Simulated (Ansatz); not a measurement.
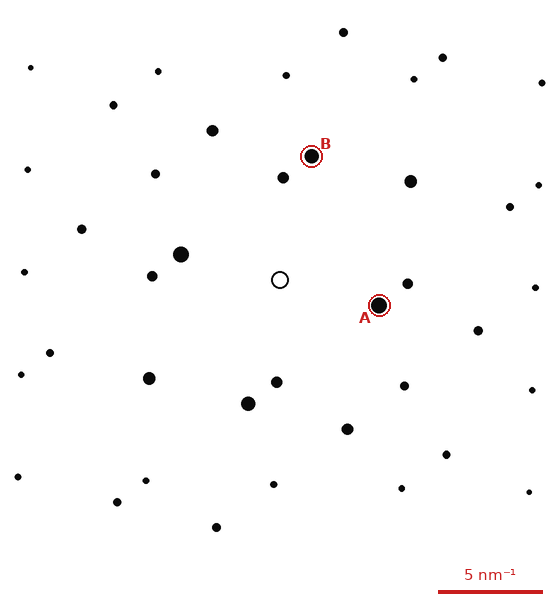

Computed electron diffraction pattern, 100 kV, single scattering only, B = 0.3 Å². Two individuals of a reflection twin are superposed (a geometric construction: whether this twin forms is not tested; the second individual is smaller and so fainter). Crystal: ZrC, space group P-6m2 (No. 187), a = 3.24 Å, c = 2.93 Å (hexagonal axes), zone axis [212]. Structure: the geometry relaxed at fixed volume with DFT PBE, scalar-relativistic, plane waves, PAW in Ansatz 0.2.0; the starting structure was generated, so it need not be a known form of this composition.

In the first individual spot A is -1 0 1 and spot B is 1 -2 0.

**Find the twin plane.**

(02-1). The spot positions of the combined pattern are mirror-symmetric about the row through 0 2 -1 (d = 1.266 Å), which both individuals share, while a single individual has only symmetry 2mm without that mirror line. Friedel's law adds a mirror line at right angles, along which no low-index reflection lies.

**Which other reflections coincide?**

Within the frame only the reflections of the common row coincide.
